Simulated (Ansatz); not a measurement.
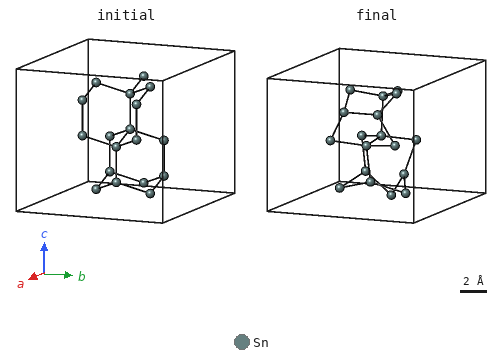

The structure of a wire of composition Sn before (left) and after (right) a relaxation, at one scale.

A ball-and-stick model of the cell of the calculation, with the vacuum cut short, seen slightly off an axis.

Case: wire along [1 1 1], 18 atoms a period.

The calculation used DFT PBE, scalar-relativistic, plane waves, PAW (Ansatz).

Input file:
```yaml
crystal:
  lattice:
    - [15.8, 0.0, 0.0]
    - [0.0, 14.0, 0.0]
    - [0.0, 0.0, 11.5261910506]
  atoms:
    - { symbol: Sn, position: [0.6289596179, 0.5, 0.1666666667], spin: 0.3 }
    - { symbol: Sn, position: [0.2850673035, 0.5, 0.8333333333], spin: 0.3 }
    - { symbol: Sn, position: [0.4570134607, 0.5, 0.75], spin: 0.3 }
    - { symbol: Sn, position: [0.4570134607, 0.5, 0.5], spin: 0.3 }
    - { symbol: Sn, position: [0.2850673035, 0.5, 0.0833333333], spin: 0.3 }
    - { symbol: Sn, position: [0.6289596179, 0.5, 0.4166666667], spin: 0.3 }
    - { symbol: Sn, position: [0.3710403821, 0.3319447217, 0.1666666667], spin: 0.3 }
    - { symbol: Sn, position: [0.7149326965, 0.3319447217, 0.5], spin: 0.3 }
    - { symbol: Sn, position: [0.5429865393, 0.6680552783, 0.8333333333], spin: 0.3 }
    - { symbol: Sn, position: [0.5429865393, 0.3319447217, 0.0833333333], spin: 0.3 }
    - { symbol: Sn, position: [0.3710403821, 0.6680552783, 0.4166666667], spin: 0.3 }
    - { symbol: Sn, position: [0.7149326965, 0.6680552783, 0.75], spin: 0.3 }
    - { symbol: Sn, position: [0.3710403821, 0.6680552783, 0.1666666667], spin: 0.3 }
    - { symbol: Sn, position: [0.7149326965, 0.6680552783, 0.5], spin: 0.3 }
    - { symbol: Sn, position: [0.5429865393, 0.3319447217, 0.8333333333], spin: 0.3 }
    - { symbol: Sn, position: [0.5429865393, 0.6680552783, 0.0833333333], spin: 0.3 }
    - { symbol: Sn, position: [0.3710403821, 0.3319447217, 0.4166666667], spin: 0.3 }
    - { symbol: Sn, position: [0.7149326965, 0.3319447217, 0.75], spin: 0.3 }
basis:
  ecutwfc: 420
kpoints:
  mp_grid: { grid: [1, 1, 5] }
hamiltonian:
  xc: pbe
scf:
  occupations: { method: gaussian, width: 0.05 }
  lower_state_search: "off"
output:
  forces: true
  stress: true
  eigenvalues: true
  populations: true
  write_density: true
  write_potential: true
  elf: true
  volumetric_format: npy
magnetization:
  spin_polarized: true
relax:
  adjacent_minimum: "off"
  f_tol: 0.02
  max_steps: 45
  cell: { fix: [a, b, alpha, beta, gamma], stress_tol: 0.03 }
```

Launched with:
```bash
ansatz run input.yaml --threads 4 --pin off --max-ram 11264MiB --backend cpu --events-out ev --progress --plain --runs-dir out
```

Q: What changed between the two?

A: The run was cut off at its time limit before the relaxation converged, so the last structure is only a point on the way. The atom that moves furthest relative to the centre of the atoms is Sn5 (1.06 Å). Along the periodic axis the drawn cell goes c 11.526 → 10.771 Å (−6.6 %). Some distances before and after: Sn12–Sn18 4.706 → 2.929 Å, Sn3–Sn5 4.706 → 2.964 Å, Sn3–Sn4 2.882 → 3.178 Å, Sn1–Sn6 2.882 → 3.172 Å. New bonds form, among them: Sn12–Sn18 (4.71 → 2.93 Å). Bond angles that change, for instance: Sn3–Sn2–Sn5 109.5° → 62.6°, Sn1–Sn10–Sn7 109.5° → 68.1°, Sn7–Sn5–Sn13 109.5° → 69.3°. Over 8 geometry steps the energy falls by 3.684 eV per cell of the calculation. The largest force component goes from 0.51 to 0.44 eV/Å. The program noted that the starting moments weren't kept.
